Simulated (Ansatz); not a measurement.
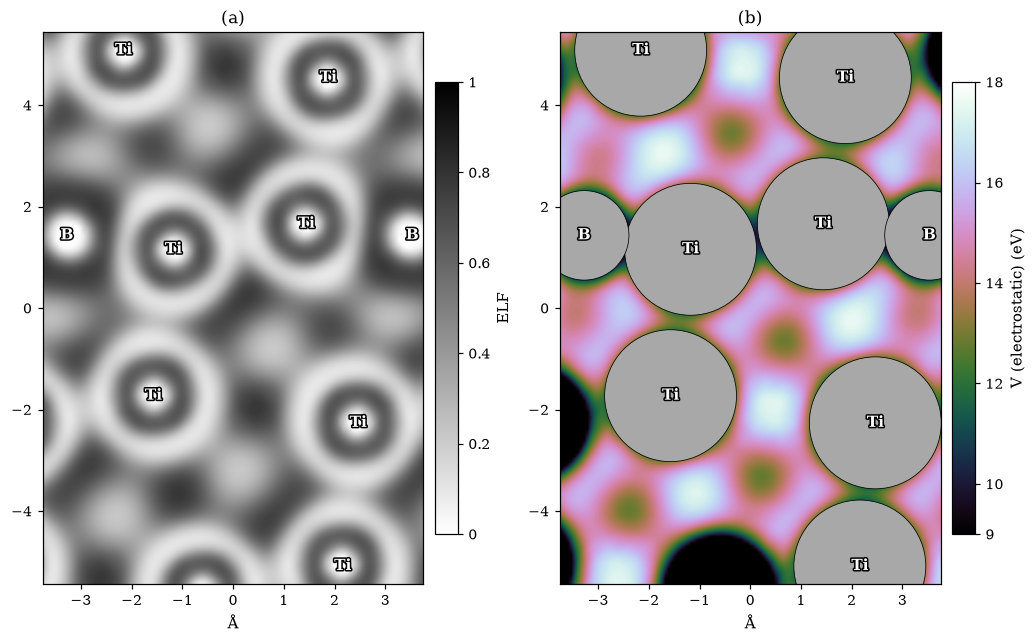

Ti$_{18}$B (cell with a defect). (a) ELF; (b) electrostatic potential (local pseudopotential plus Hartree) felt by an electron on the (011̄) plane of the calculation cell. Grey discs cover the atomic cores in the potential map.

Computed without spin polarisation.

Theory: Ansatz 0.2.0, DFT PBEsol, scalar-relativistic, plane waves, PAW.

Input file:

```
crystal:
  lattice:
    - [4.3506528001, 2.5118505653, -4.5909904467]
    - [0.0, -5.0237011306, -4.5909904467]
    - [-4.3506528001, 2.5118505653, -4.5909904467]
  atoms:
    - { symbol: Ti, position: [0.0277777778, 0.3611111111, 0.3611111111] }
    - { symbol: Ti, position: [0.0277777778, 0.0277777778, 0.6944444444] }
    - { symbol: Ti, position: [0.3611111111, 0.3611111111, 0.0277777778] }
    - { symbol: Ti, position: [0.6944444444, 0.3611111111, 0.6944444444] }
    - { symbol: Ti, position: [0.3611111111, 0.0277777778, 0.3611111111] }
    - { symbol: Ti, position: [0.0277777778, 0.6944444444, 0.0277777778] }
    - { symbol: Ti, position: [0.3611111111, 0.6944444444, 0.6944444444] }
    - { symbol: Ti, position: [0.6944444444, 0.0277777778, 0.0277777778] }
    - { symbol: Ti, position: [0.6944444444, 0.6944444444, 0.3611111111] }
    - { symbol: Ti, position: [0.9722222222, 0.3055555556, 0.9722222222] }
    - { symbol: Ti, position: [0.9722222222, 0.9722222222, 0.3055555556] }
    - { symbol: Ti, position: [0.3055555556, 0.3055555556, 0.6388888889] }
    - { symbol: Ti, position: [0.6388888889, 0.3055555556, 0.3055555556] }
    - { symbol: Ti, position: [0.3055555556, 0.9722222222, 0.9722222222] }
    - { symbol: Ti, position: [0.9722222222, 0.6388888889, 0.6388888889] }
    - { symbol: Ti, position: [0.3055555556, 0.6388888889, 0.3055555556] }
    - { symbol: Ti, position: [0.6388888889, 0.9722222222, 0.6388888889] }
    - { symbol: Ti, position: [0.6388888889, 0.6388888889, 0.9722222222] }
    - { symbol: B, position: [-0.0109025414, -0.0104843574, 0.0143091723] }
basis:
  ecutwfc: 420
  xc_grid: 2
kpoints:
  mp_grid: { grid: [4, 4, 4], shift: [0.5, 0.5, 0.5] }
hamiltonian:
  xc: pbesol
scf:
  occupations: { method: gaussian, width: 0.1 }
output:
  forces: true
  stress: false
  eigenvalues: true
  write_density: true
  write_potential: true
  elf: true
  volumetric_format: npy
relax:
  adjacent_minimum: "off"
  f_tol: 0.02
  max_steps: 60
```

Command:

```sh
ansatz run input.yaml --threads 4 --pin off --max-ram 10240MiB --backend cpu --events-out ev --progress --plain --runs-dir out
```

The fields are those of the run's last geometry, not of the input's.

Question: Read the bonding off the picture.

Answer: Atoms in the plane: Ti and B.
Ti–B (2.11 Å): the ELF peaks at about 0.70 in the valence shell of B, 0.7 Å from its nucleus, and is about 0.30 at the midpoint.
Ti–Ti (2.66 Å): the ELF is about 0.15 at the midpoint; no shared electron pair shows on this line.
Ti–Ti (2.84 Å): the ELF is about 0.20 at the midpoint (no shared electron pair shows on this line).
Ti–Ti (2.84 Å): the ELF is about 0.20 at the midpoint; no localised pair shows between them.
Ti–Ti (2.91 Å): the ELF is about 0.25 at the midpoint: no shared electron pair shows on this line.
The ELF has a maximum of about 0.80 in the space between the atoms, 2.0 Å from six Ti atoms, on no atom or two-centre bond.
The features right at Ti lie inside the PAW spheres, where the map follows smoothed inner orbitals and isn't to be read closely.
Outside the cores the potential energy rises away from the atoms and is highest about 2.0 Å from the nearest atoms; its zero is arbitrary.

Question: Does the calculation make it a metal, or give it a gap?

Answer: It is gapless in this calculation (a metal or semimetal).
